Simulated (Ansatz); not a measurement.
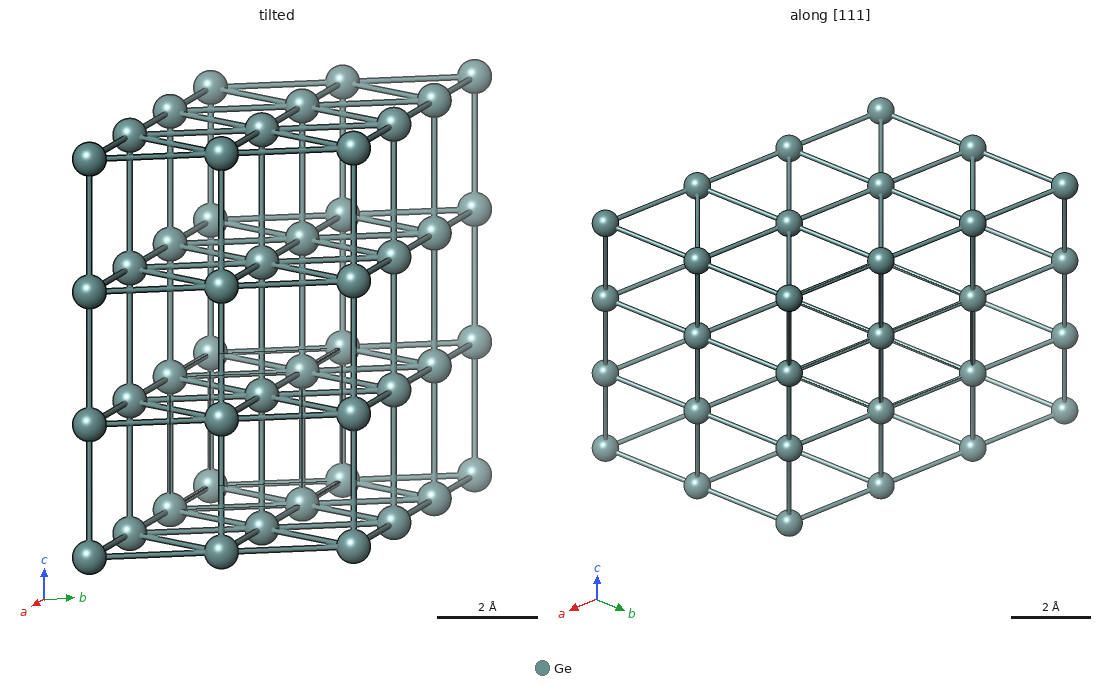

Ball-and-stick representation of a periodic structure, projected slightly off an axis and along [111]. Solid lines give the conventional unit cell, repeated here 3×2×3 times.

What structure is drawn here?

The element is germanium. It is primitive hexagonal, space group P6/mmm (No. 191). In terms of structure types, this is simple hexagonal. The cell holds one atom. Each Ge is bonded to eight Ge at about 2.7 Å. The bonds build a three-dimensional framework.

The initial geometry was a structure listed in the Materials Project, with elements exchanged, so it need not be a known form of the compound. The cell was then strained or its atoms displaced on purpose. It went into a calculation with Ansatz.

At this level of theory the cell isn't at rest (compressed, at 11 GPa), so its distances can differ from those at equilibrium, the more so the softer the solid.
